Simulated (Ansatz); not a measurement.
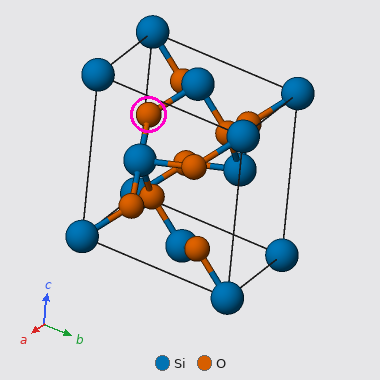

The system is SiO₂ (P4_2/mnm phase) with one O vacancy (11 atoms in the cell); the picture shows the reference structure. 
- An atom moved over a plane that holds its own site and a neighbouring vacancy (x along [0 −1 1], y along [0 1 1], z along [−1 0 0] of the conventional cell).
- Coordinates scanned: (1) path of O9 from its site (0) to the vacancy (1), 2.285 Å; (2) shift of O9 across the path, along the Cartesian direction [−1 1 0].
- Nothing is relaxed (all other atoms held at the sites of the perfect crystal).
- The grid has 11 × 9 points; 30 points were computed and 69 follow by symmetry.
- Points are written as (first, second).
- Energies are in eV per cell, from the lowest grid point.
- The band gap closes in part of the range.
- All numbers below come from Ansatz 0.2.0, DFT LDA, scalar-relativistic, plane waves, PAW. Settings: cutoff 420 eV, k-mesh 6×6×6, gaussian smearing 0.05 eV, no spin polarisation.

Range: path of O9 from its site (0) to the vacancy (1), 2.285 Å from −0.125 to 1.125; shift of O9 across the path, along the Cartesian direction [−1 1 0] from −0.500 to 0.500 Å.

### What landscape does the calculation give?

The lowest grid point is at (0.000, 0.000 Å) [nearest 3 Si at 1.77 Å]; the map holds 2 wells of about this depth. It is the only kind of minimum in the scanned range. The highest grid point, (0.500, 0.000 Å) [nearest 2 Si at 1.33 Å], lies 8.9 eV above the lowest. On the interpolated surface the easiest way out of the lowest well to a well of about the same depth near (1.000, 0.000 Å) [nearest 3 Si at 1.77 Å] passes a barrier of about 8.7 eV. Round the minimum the two coordinates are nearly uncoupled.

| second ↓, first → | −0.125 | 0.000 | 0.125 | 0.250 | 0.375 | 0.500 | 0.625 | 0.750 | 0.875 | 1.000 | 1.125 |
| --- | --- | --- | --- | --- | --- | --- | --- | --- | --- | --- | --- |
| 0.500 | 2.2 | 1.4 | 2.5 | 4.8 | 7.6 | 8.9 | 7.6 | 4.8 | 2.5 | 1.4 | 2.2 |
| 0.375 | 1.7 | 0.8 | 1.8 | 4.3 | 7.3 | 8.7 | 7.3 | 4.3 | 1.8 | 0.8 | 1.7 |
| 0.250 | 1.4 | 0.3 | 1.4 | 4.0 | 7.2 | 8.7 | 7.2 | 4.0 | 1.4 | 0.3 | 1.4 |
| 0.125 | 1.2 | 0.1 | 1.2 | 3.9 | 7.3 | 8.9 | 7.3 | 3.9 | 1.2 | 0.1 | 1.2 |
| 0.000 | 1.2 | 0.0 | 1.1 | 3.9 | 7.3 | 8.9 | 7.3 | 3.9 | 1.1 | 0.0 | 1.2 |
| −0.125 | 1.2 | 0.1 | 1.2 | 3.9 | 7.3 | 8.9 | 7.3 | 3.9 | 1.2 | 0.1 | 1.2 |
| −0.250 | 1.4 | 0.3 | 1.4 | 4.0 | 7.2 | 8.7 | 7.2 | 4.0 | 1.4 | 0.3 | 1.4 |
| −0.375 | 1.7 | 0.8 | 1.8 | 4.3 | 7.3 | 8.7 | 7.3 | 4.3 | 1.8 | 0.8 | 1.7 |
| −0.500 | 2.2 | 1.4 | 2.5 | 4.8 | 7.6 | 8.9 | 7.6 | 4.8 | 2.5 | 1.4 | 2.2 |

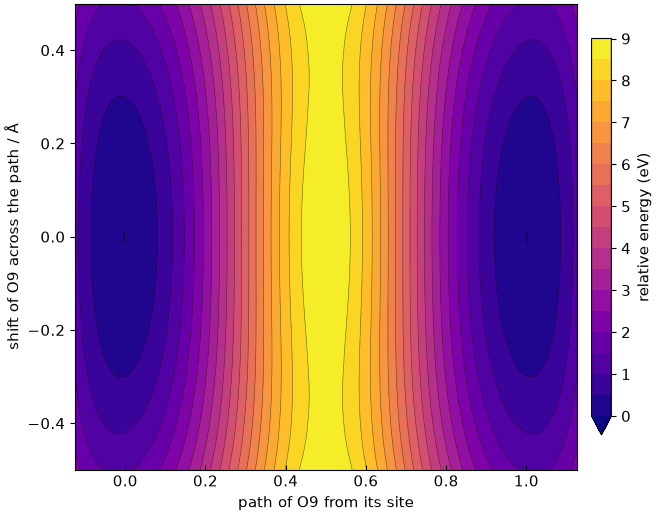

Drawn: filled contours. Between grid points the surface is interpolated.

Each point was launched as `ansatz run input.yaml --threads 4 --pin off --max-ram 8192MiB --backend cpu --events-out ev --progress --plain --runs-dir out`. The whole map (30 points run) took 4.6 min on 4 threads of Arm Neoverse V1, on a shared host.

PAW datasets: the set soft_1.
